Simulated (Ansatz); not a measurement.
## Single-point calculation of Cu₆H (part 1 of 2)

System: Cu₆H (slab, 14 atoms in the cell).
Method: DFT PBE, scalar-relativistic, plane waves, PAW, no spin polarisation (Ansatz 0.2.0).

The structure derives from an entry of the Crystallography Open Database. Figures and captions count atoms from 1; the log counts them from 0 in places.

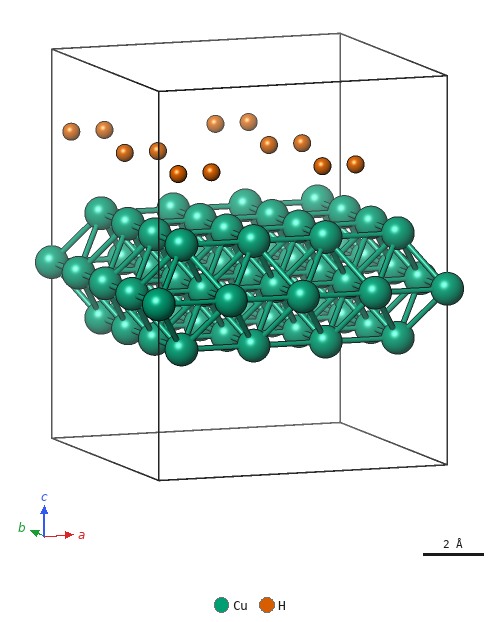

The input geometry (ball-and-stick view of the 2 × 2 repeat of the cell, with the vacuum cut short, seen slightly off an axis).

### The input
```yaml
crystal:
  lattice:
    - [5.1332392722, 0.0, 0.0]
    - [0.0, 5.1332392722, 0.0]
    - [0.0, 0.0, 21.5289058579]
  atoms:
    - { symbol: Cu, position: [0.25, 0.25, 0.1857967157] }
    - { symbol: Cu, position: [0.25, 0.75, 0.1857967157] }
    - { symbol: Cu, position: [0.75, 0.25, 0.1857967157] }
    - { symbol: Cu, position: [0.75, 0.75, 0.1857967157] }
    - { symbol: Cu, position: [0.0, 0.0, 0.2677566944] }
    - { symbol: Cu, position: [0.0, 0.5, 0.2677566944] }
    - { symbol: Cu, position: [0.5, 0.0, 0.2677566944] }
    - { symbol: Cu, position: [0.5, 0.5, 0.2677566944] }
    - { symbol: Cu, position: [0.25, 0.25, 0.3497114952] }
    - { symbol: Cu, position: [0.25, 0.75, 0.3497114952] }
    - { symbol: Cu, position: [0.75, 0.25, 0.3497114952] }
    - { symbol: Cu, position: [0.75, 0.75, 0.3497114952] }
    - { symbol: H, position: [0.1349654246, 1.0, 0.4704793604] }
    - { symbol: H, position: [0.3650345754, 1.0, 0.4704793604] }
basis:
  ecutwfc: 420
kpoints:
  mp_grid: { grid: [5, 5, 1] }
hamiltonian:
  xc: pbe
scf:
  occupations: { method: gaussian, width: 0.1 }
output:
  forces: true
  eigenvalues: true
  write_density: true
  write_potential: true
  elf: true
  volumetric_format: npy
efield:
  axis: 3
  dipole_correction: true
  ramp_width: 0.04
```

Run as:
```bash
ansatz run input.yaml --threads 4 --pin off --max-ram 12288MiB --backend cpu --events-out ev --progress --plain --runs-dir out
```

### The program's output
```
Engine: ansatz 0.2.0, aarch64-unknown-linux-gnu
Pseudopotentials: kind: paw
Pseudopotential: Cu, paw, valence charge 19, recommended cutoff 420 eV (normal), Cu.paw.azcp
Pseudopotential: H, paw, valence charge 1, recommended cutoff 420 eV (normal), H.paw.azcp
Functional definition: PBE
  parameter kappa = 0.804
  parameter beta = 0.06672455060314922
  exchange = pbe_x(kappa = kappa, mu = beta*pi^2/3)
  correlation = pbe_c(beta = beta)
Crystal: 14 atoms, lattice volume = 567.290 Å³
Basis set: ecut = 420 eV, 11087 PW (Γ), exchange–correlation on 72×72×288 points (8 copies of the dense FFT grid, shifted against one another)
Bands: 138, of which v1, the nominal top of the filled ones, is band 115 counted from 1 (114 counted from 0)
Symmetry: 4 space group operations
Space group: Pmm2 (ITA 25), of the structure as read, at distance tolerance 8.3e-5 Å
k-points: 9 of 25
Non-local potential: Cu, projectors of the file, l = 0: 3, l = 1: 2, l = 2: 3, l = 3: 1
Non-local potential: H, projectors of the file, l = 0: 2, l = 1: 1
PAW form: soft (Blöchl's): semilocal exchange-correlation on the pseudo side does not see the compensation charge
PAW one-centre angular grid: Cu, 590 points (default); XC on 64 Gauss nodes
PAW one-centre angular grid: H, 110 points (default); XC on 64 Gauss nodes
Initial density: superposition of atomic densities (neutral atoms: chi_scale 0, normalization atom), corrected by the library's trained network
Initial wavefunctions: pseudopotential atomic-orbital guess
Functional: x = pbe(κ = 0.804, μ = 0.2195149727645171), c = pbe(β = 0.06672455060314922)
SCF iter   1: F=—  HF=-79527.500464 eV  |F-HF|=—  |Δ(HF+E_count)|=         —  Δρ=3.02e-3  dr2=1.68e-1  ethr=1.77e-3  p=-0.055 e·Å  D=-1.75e-2 V/Å  ΔV_dip=0.38 eV  dr2_dipole=4.75e-2  V_vac-E_F(+/−)=4.85/4.47 eV  ⟨swp⟩=9.2  Hψ=5745  notcnv=0  defer=32
efield: sawtooth ramp at fractional position 0.8081 (placed from the atoms, in the widest stretch of the axis that holds none; the zero of the levels goes with the place), width 0.0400; the density the first Hamiltonian is built on has a dipole p = -0.055 e·Å; the dipole correction subtracts the counter field D = -1.75e-2 V/Å, which shifts the + side's vacuum level by +0.38 eV against the − side's; the planar-averaged density in the ramp window peaks in size at 4.4e-5 e/Å³
preconditioner: auto → LDOS  [metal: Δε(μ)=0.067 eV  Ē_g=7.346 eV  σ=0.100 eV  W_gap=0.36  n_scr=112 (ndim 8)  ℏωp=18.0 eV  f_vac=0.660  D(μ)=3.58/eV (n_scr^D=6)  β→1.0]
SCF iter   2: F=—  HF=-79527.502322 eV  |F-HF|=—  |Δ(HF+E_count)|=   1.86e-3  Δρ=3.26e-3  dr2=1.55e-1  ethr=7.31e-5  p=0.080 e·Å  D=2.55e-2 V/Å  ΔV_dip=-0.55 eV  dr2_dipole=4.15e-2  V_vac-E_F(+/−)=4.25/4.80 eV  ⟨swp⟩=2.0  Hψ=2090  notcnv=0  defer=136
SCF iter   3: F=—  HF=-79527.489144 eV  |F-HF|=—  |Δ(HF+E_count)|=   1.32e-2  Δρ=2.53e-3  dr2=2.35e-2  ethr=6.72e-5  p=0.022 e·Å  D=7.16e-3 V/Å  ΔV_dip=-0.15 eV  dr2_dipole=1.47e-3  V_vac-E_F(+/−)=4.45/4.60 eV  ⟨swp⟩=2.0  Hψ=1722  notcnv=0  defer=136
SCF iter   4: F=—  HF=-79527.484796 eV  |F-HF|=—  |Δ(HF+E_count)|=   4.35e-3  Δρ=7.74e-4  dr2=2.50e-3  ethr=1.02e-5  p=0.033 e·Å  D=1.05e-2 V/Å  ΔV_dip=-0.23 eV  dr2_dipole=6.04e-5  V_vac-E_F(+/−)=4.39/4.61 eV  ⟨swp⟩=2.0  Hψ=1958  notcnv=0  defer=129
SCF iter   5: F=—  HF=-79527.484533 eV  |F-HF|=—  |Δ(HF+E_count)|=   2.63e-4  Δρ=1.61e-4  dr2=1.52e-4  ethr=1.09e-6  p=0.036 e·Å  D=1.15e-2 V/Å  ΔV_dip=-0.25 eV  dr2_dipole=2.54e-6  V_vac-E_F(+/−)=4.37/4.62 eV  ⟨swp⟩=2.1  Hψ=1730  notcnv=0  defer=127
SCF iter   6: F=—  HF=-79527.484558 eV  |F-HF|=—  |Δ(HF+E_count)|=   2.57e-5  Δρ=1.39e-4  dr2=7.40e-5  ethr=6.62e-8  p=0.036 e·Å  D=1.14e-2 V/Å  ΔV_dip=-0.24 eV  dr2_dipole=2.06e-7  V_vac-E_F(+/−)=4.37/4.62 eV  ⟨swp⟩=3.2  Hψ=2536  notcnv=0  defer=127
SCF iter   7: F=—  HF=-79527.484841 eV  |F-HF|=—  |Δ(HF+E_count)|=   2.83e-4  Δρ=5.14e-5  dr2=9.28e-6  ethr=3.22e-8  p=0.036 e·Å  D=1.14e-2 V/Å  ΔV_dip=-0.25 eV  dr2_dipole=6.30e-9  V_vac-E_F(+/−)=4.38/4.62 eV  ⟨swp⟩=2.0  Hψ=1704  notcnv=0  defer=123
SCF iter   8: F=—  HF=-79527.484845 eV  |F-HF|=—  |Δ(HF+E_count)|=   3.46e-6  Δρ=1.32e-5  dr2=6.75e-7  ethr=4.04e-9  p=0.036 e·Å  D=1.14e-2 V/Å  ΔV_dip=-0.24 eV  dr2_dipole=7.50e-11  V_vac-E_F(+/−)=4.38/4.62 eV  ⟨swp⟩=2.0  Hψ=1679  notcnv=0  defer=123
SCF iter   9: F=—  HF=-79527.484848 eV  |F-HF|=—  |Δ(HF+E_count)|=   2.99e-6  Δρ=1.24e-5  dr2=5.56e-7  ethr=2.94e-10  p=0.036 e·Å  D=1.14e-2 V/Å  ΔV_dip=-0.24 eV  dr2_dipole=2.60e-8  V_vac-E_F(+/−)=4.38/4.62 eV  ⟨swp⟩=2.2  Hψ=1904  notcnv=0  defer=123
SCF iter  10: F=—  HF=-79527.484848 eV  |F-HF|=—  |Δ(HF+E_count)|=   5.30e-7  Δρ=4.76e-6  dr2=1.17e-7  ethr=2.42e-10  p=0.036 e·Å  D=1.13e-2 V/Å  ΔV_dip=-0.24 eV  dr2_dipole=1.97e-9  V_vac-E_F(+/−)=4.38/4.62 eV  ⟨swp⟩=2.0  Hψ=1693  notcnv=0  defer=123
SCF iter  11: F=-79527.484849 eV  HF=-79527.484849 eV  |F-HF|=1.02e-8  |Δ(HF+E_count)|=   1.21e-7  Δρ=2.56e-6  dr2=2.65e-8  ethr=4.35e-11  p=0.036 e·Å  D=1.13e-2 V/Å  ΔV_dip=-0.24 eV  dr2_dipole=7.19e-10  V_vac-E_F(+/−)=4.38/4.62 eV  ⟨swp⟩=21.1  Hψ=10642  notcnv=0
SCF 1 converged in 11 iterations: F = -79527.484849 eV  dr2 = 2.65e-8
  greatest PAW one-centre occupation: 1.000 electrons in one spin orbital (limit 2), on the Cu atom at site 9 (counted from 0), in its partial waves of l = 0
```

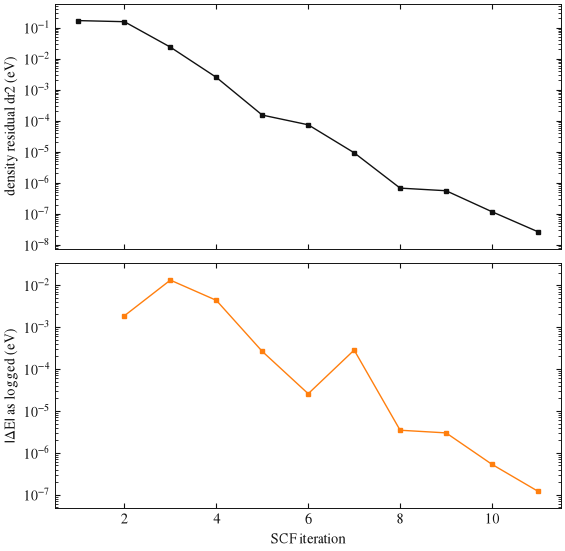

Convergence of the self-consistent field: density residual dr2 and size of the energy change against the SCF iteration. The residual falls at every step.

```
WARN: The output density's exchange-correlation potential varies sharply where the density is thin. Do not read a vacuum level from v_tot or v_xc, or from such a field of the output density. On a cell that repeats whose density bears no net charge and no dipole along the vacuum's axis use v_es (v_loc + v_h of the components); under efield.dipole_correction with no amplitude use v_es + v_field, which holds any external_charges[].barrier, or the levels of the report's work_function block, which leave it out; under a non-zero efield.amplitude the vacuum is tilted and has no level; on a cell that repeats and bears such a dipole with no correction it is tilted too, and efield.dipole_correction with no amplitude gives each side of its ramp a level where efield: is served; in a cell that repeats whose density bears a net charge (total_charge, or a fill off its count) it is curved and has none; of a slab under crystal.periodic whose density bears no net charge use v_es, which has a level on each side, short of where the two are joined; of another it falls or rises all the way out and has none; of a slab beside external_charges read slab_vacuum_level instead, which it has where they leave it neutral. The grid or the basis barely resolves most such structure, and the values can differ between equally converged runs; as a rule a tighter scf.convergence.dr2_threshold does not remove it. Where the density itself ripples (under the LDA too) a higher basis.ecutwfc lessens it. The files hold the spikes' plane waves up to the density's cutoff. Files: v_tot_of_output_density and the like, and their columns of v_z.tsv (output.write_potential); v_xc_of_output_density and the like, and their columns of v_comp_z.tsv (output.write_potential_components). Measured: with its Gaussian average of σ = 0.25 Å subtracted twice, the exchange-correlation potential is over 0.1 eV at 278 of the grid points where the equally averaged density (valence and model cores) is under 1e-3 e/Å³, and 0.478 eV at the most among them, at an averaged density of 9.9e-4 e/Å³. The input density's (outcome.potential() and, of a run that writes arrays, v_tot and v_xc) is over 0.1 eV, so measured, at 279 points of its own thin density, 0.478 eV at the most. See output.write_potential in the manual, Limitations
SCF converged after 11 iterations
Free energy (F): -79527.484849 eV
Harris-Foulkes:  -79527.484849 eV  (|F-HF|=1.02e-8)
Internal energy: -79527.465269 eV  (E = F + TS)
E sigma→0 (E₀):  -79527.475059 eV
Entropy (-TS):   -0.019579 eV (-1.399 meV/atom)
Fermi energy:    0.960775 eV
Dipole field:    D = 0.011323 V/Å  (p = 0.035498 e·Å, saw-weighted, corrected)
Work function:   Φ+ = 4.3764 eV   Φ− = 4.6201 eV
Levels:          The Fermi level and band energies are counted from a zero that moves with the ramp; work functions are not
--- Per-component energies (eV) ---
  E_band       = -7859.729804
  E_kinetic    = 3614.695512
  E_local      = -423557.022036  (includes V_loc(G=0)·N_el)
  E_nonlocal   = 4710.062325
  E_hartree    = 207117.068411
  E_xc         = -1077.813152
  E_vxc        = -1389.681836  (∫ρ·V_xc dr)
  E_paw        = -19983.349104  (= ΣΔE_a)
  E_vpaw       = -5475.220991  (= ΣTr[D̂ρ^β])
  E_aug_tail   = 0.001523  (compensation charges beyond the density's cutoff)
  E_efield     = 0.000201  (sawtooth field / dipole correction)
  E_vefield    = 3.287123  (∫n·V_field dr)
  E_ewald      = 149648.891050
  E_smearing   = -0.019579  (= −TS)
  E_closure    = -0.000000  (closes the sum)
  Σ components = -79527.484849   (vs F -79527.484849, Δ=0.00e0)
--- Forces (eV/Å), atoms counted from 1 ---
  atom   1  Cu     0.00000000    -0.00095010    -0.02643183
  atom   2  Cu     0.00000000     0.00095010    -0.02643183
  atom   3  Cu     0.00000000     0.00033280    -0.01185968
  atom   4  Cu     0.00000000    -0.00033280    -0.01185968
  atom   5  Cu     0.01223158     0.00000000    -0.00500717
  atom   6  Cu     0.01305251     0.00000000     0.01706575
  atom   7  Cu    -0.01223158     0.00000000    -0.00500717
  atom   8  Cu    -0.01305251     0.00000000     0.01706575
  atom   9  Cu     0.00000000    -0.00259411     0.05084754
  atom  10  Cu     0.00000000     0.00259411     0.05084754
  atom  11  Cu     0.00000000     0.00690198    -0.01295257
  atom  12  Cu     0.00000000    -0.00690198    -0.01295257
  atom  13  H      4.39480903     0.00000000    -0.01161050
  atom  14  H     -4.39480903     0.00000000    -0.01161050
  max |Σ_I F_I| component: 1.03e-4 eV/Å
--- Band table (eV; the first three rows and the last of 9) ---
```
